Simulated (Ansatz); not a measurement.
## TiAl: a failed or faulty run and its cure

System: TiAl (P4/mmm, 2 atoms in the cell).
Method of run A: DFT, PBE, all-electron LAPW (Ansatz 0.2.0).

The structure derives from an entry of the Crystallography Open Database. Text and figures count atoms from 1; the logs count them from 0 in places.

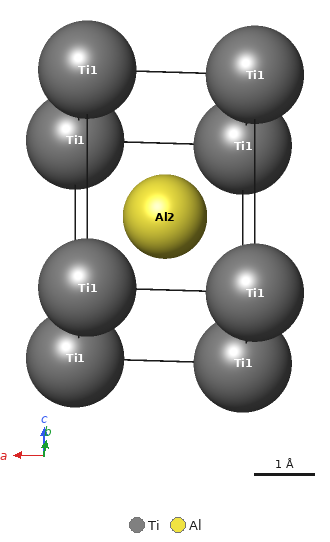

The input geometry (spheres-only view of the cell of the calculation, seen at an oblique angle; atoms are numbered from 1 in the order of the input). An atom can appear more than once, as a periodic image.

**Input, run A**
```yaml
crystal:
  lattice:
    - [2.8373, 0.0, 0.0]
    - [0.0, 2.8373, 0.0]
    - [0.0, 0.0, 4.0591]
  atoms:
    - { symbol: Ti, position: [0.0, 0.0, 0.0] }
    - { symbol: Al, position: [0.5, 0.5, 0.5] }
kpoints:
  mp_grid: { grid: [9, 9, 7] }
scf:
  occupations: { method: fermi_dirac, width: 0.05 }
  max_iter: 75
hamiltonian:
  xc: pbe
  pseudopotentials: { kind: all_electron, lapw: { basis_error: 0.001 } }
output:
  forces: true
  stress: true
  eigenvalues: true
ecutwfc: 400
```

Command:
```bash
ansatz run input.yaml --threads 1 --pin off --max-ram 3072MiB --backend cpu --events-out ev --progress --plain --runs-dir out
```

Hardware: 1 thread of Intel Xeon @ 2.50GHz (Skylake/Cascade Lake), 189 GiB of memory available, shared host.

**Output (run A)**
```
Error: YAML parse error: error: line 21 column 1: unknown field `ecutwfc`, expected one of crystal, accuracy, basis, kpoints, hamiltonian, magnetization, projection, total_charge, correlation, batch, efield, external_charges, scf, relax, neb, saddle, md, ramp, phonons, dielectric, real_time, elastic, magnetic_configurations, gw, evaluate, workflow, output, checkpoint, execution
  --> <input>:21:1
   |
19 |   stress: true
20 |   eigenvalues: true
21 | ecutwfc: 400
   | ^ unknown field `ecutwfc`, expected one of crystal, accuracy, basis, kpoints, hamiltonian, magnetization, projection, total_charge, correlation, batch, efield, external_charges, scf, relax, neb, saddle, md, ramp, phonons, dielectric, real_time, elastic, magnetic_configurations, gw, evaluate, workflow, output, checkpoint, execution
```

### Diagnose this run and give a change of the input that cures it.

The input was spoiled on purpose: a key of the basis section typed at the top level (`ecutwfc`). The program refused the input: “YAML parse error: error: line 21 column 1: unknown field `ecutwfc`, expected one of crystal, accuracy, basis, kpoints, hamiltonian, magnetization, projection, total_charge, correlation, batch, efield, external_charges, scf, relax, neb, saddle, md, ramp, phonons, dielectric, real_time, elastic, magnetic_configurations, …”

A run of the same system that converges differs from this input as follows (lines with − go, lines with + come):
```diff
-  max_iter: 75
-ecutwfc: 400
```

**Output, shortened to warnings, some set-up lines, iterations and results (run B)**
```
Basis set: ecut = 229.91214063438255 eV, 255 PW (Γ), exchange–correlation at level 2
Symmetry: 16 space group operations
k-points: 60 of 567
Initial density: superposition of atomic densities (chi_scale 0.1, normalization cell, long waves kept (reshape's long-wave potential 0.00 eV rms))
[...]
SCF iter   1: F=—  HF=-29841.840675 eV  |F-HF|=—  |Δ(HF+E_count)|=         —  Δρ=2.05e-2  dr2=1.76e-1  ethr=7.63e-4  ⟨swp⟩=2.7  Hψ=6794  notcnv=0
SCF iter   2: F=—  HF=-29841.734265 eV  |F-HF|=—  |Δ(HF+E_count)|=   1.06e-1  Δρ=1.47e-2  dr2=2.04e-1  ethr=7.63e-4  ⟨swp⟩=2.4  Hψ=3038  notcnv=0
SCF iter   3: F=—  HF=-29841.728118 eV  |F-HF|=—  |Δ(HF+E_count)|=   6.15e-3  Δρ=1.39e-2  dr2=1.62e-1  ethr=7.63e-4  ⟨swp⟩=3.0  Hψ=3286  notcnv=0
SCF iter   4: F=—  HF=-29841.669708 eV  |F-HF|=—  |Δ(HF+E_count)|=   5.84e-2  Δρ=2.97e-3  dr2=2.80e-3  ethr=1.22e-5  ⟨swp⟩=2.0  Hψ=4924  notcnv=0
SCF iter   5: F=—  HF=-29841.669765 eV  |F-HF|=—  |Δ(HF+E_count)|=         —  Δρ=2.96e-4  dr2=7.40e-5  ethr=1.22e-5  ⟨swp⟩=2.0  Hψ=2755  notcnv=0
SCF iter   6: F=—  HF=-29841.669714 eV  |F-HF|=—  |Δ(HF+E_count)|=   5.06e-5  Δρ=5.21e-5  dr2=8.96e-7  ethr=3.22e-7  ⟨swp⟩=2.9  Hψ=2849  notcnv=0
SCF iter   7: F=-29841.669715 eV  HF=-29841.669715 eV  |F-HF|=1.58e-8  |Δ(HF+E_count)|=   5.12e-7  Δρ=7.59e-6  dr2=1.29e-8  ethr=3.90e-9  ⟨swp⟩=2.5  Hψ=2807  notcnv=0
SCF 1 converged in 7 iterations: F = -29841.669715 eV  dr2 = 1.29e-8
SCF converged after 7 iterations
Free energy (F): -29841.669715 eV
Harris-Foulkes:  -29841.669715 eV  (|F-HF|=1.58e-8)
Internal energy: -29841.652998 eV  (E = F + TS)
E sigma→0 (E₀):  -29841.661356 eV
Entropy (-TS):   -0.016717 eV (-8.358 meV/atom)
Fermi energy:    12.052205 eV
--- Per-component energies (eV) ---
  E_band       = -640.787974
  E_kinetic    = 30078.954153
  E_xc         = -1656.120537
  E_electrostatic = -58264.486614  (all electrons and nuclei)
  E_smearing   = -0.016717  (= −TS)
  E_closure    = 0.000000  (closes the sum)
  E_atoms      = -29830.403974  (free atoms, spherical and without spin; not in F)
  Σ components = -29841.669715   (vs F -29841.669715, Δ=0.00e0)
  Basis errors (estimates in eV, not in F): energy 9.4e-5 per atom: plane waves 5.0e-5 (2.5e-5 summed), levels above the bands 7.5e-41, relativity 5.4e-9, radial functions 4.3e-5, core shells 4.3e-8; eigenvalues (radial functions only) 1.5e-6; not estimated: angular momenta, meshes, grids; target …
--- Forces (eV/Å), atoms counted from 1 ---
  atom   1  Ti    -0.00000000     0.00000000     0.00000000
  atom   2  Al    -0.00000000     0.00000000     0.00000000
  max |Σ_I F_I| component: 4.44e-31 eV/Å
--- Stress (GPa, compression-positive) ---
       -0.993224       0.000000       0.000000
        0.000000      -0.993224       0.000000
        0.000000       0.000000      -0.089525
  P = ⅓ Tr σ = -0.6920 GPa (-6.920 kbar)
```

**The two runs side by side**

```tsv
quantity	run A	run B
outcome	refused	converged
free energy per atom (eV)	–	−14920.8349
gap on the mesh (eV)	–	0.00
pressure (GPa)	–	−0.69
volume per atom (Å³)	–	16.34
largest force (eV/Å)	–	0.000
SCF iterations	–	7
irreducible k-points	–	60
plane waves at Γ	–	255
```
